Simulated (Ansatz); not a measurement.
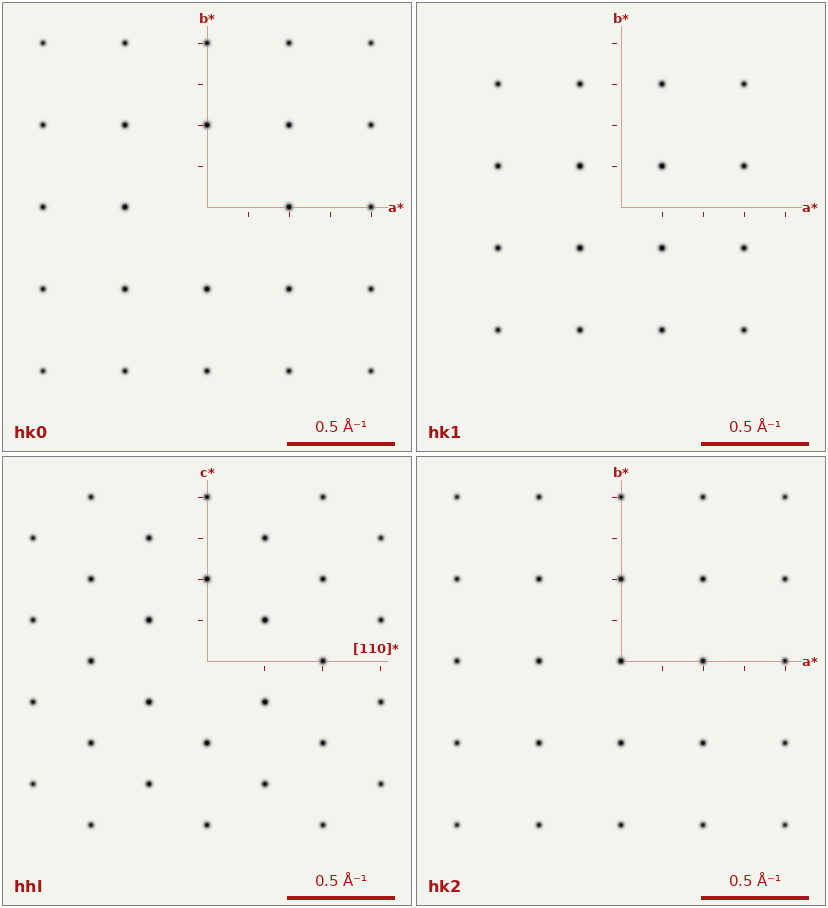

Four undistorted layers of reciprocal space, calculated for a single crystal (X-rays, kinematic |F|², B = 0.5 Å²). Tick marks count the reciprocal lattice steps of the conventional cell along each axis.

**Read the reciprocal cell and give the direct cell.**

a* = 0.192, b* = 0.192, c* = 0.192 Å⁻¹; the cell is cubic with a = 5.21 Å.

**List the systematic absences.**

Reflections are present only under these conditions. hkl: h + k = 2n, h + l = 2n; hk0: h = 2n, k = 2n; hhl: h + l = 2n; h00: h = 2n. The lattice is face-centred (F).

**Which space groups fit?**

The intensities have Laue symmetry m-3m (the hk0 layer shows 4mm, hk1 shows 4mm). With these conditions the candidates are F432 (No. 209), F-43m (No. 216), Fm-3m (No. 225). Diffraction geometry alone does not choose among them; the structure has Fm-3m. The compound is Bi. Structure: the input geometry of an electronic-structure calculation (not necessarily at equilibrium); the starting structure was generated, so it need not be a known form of this composition.
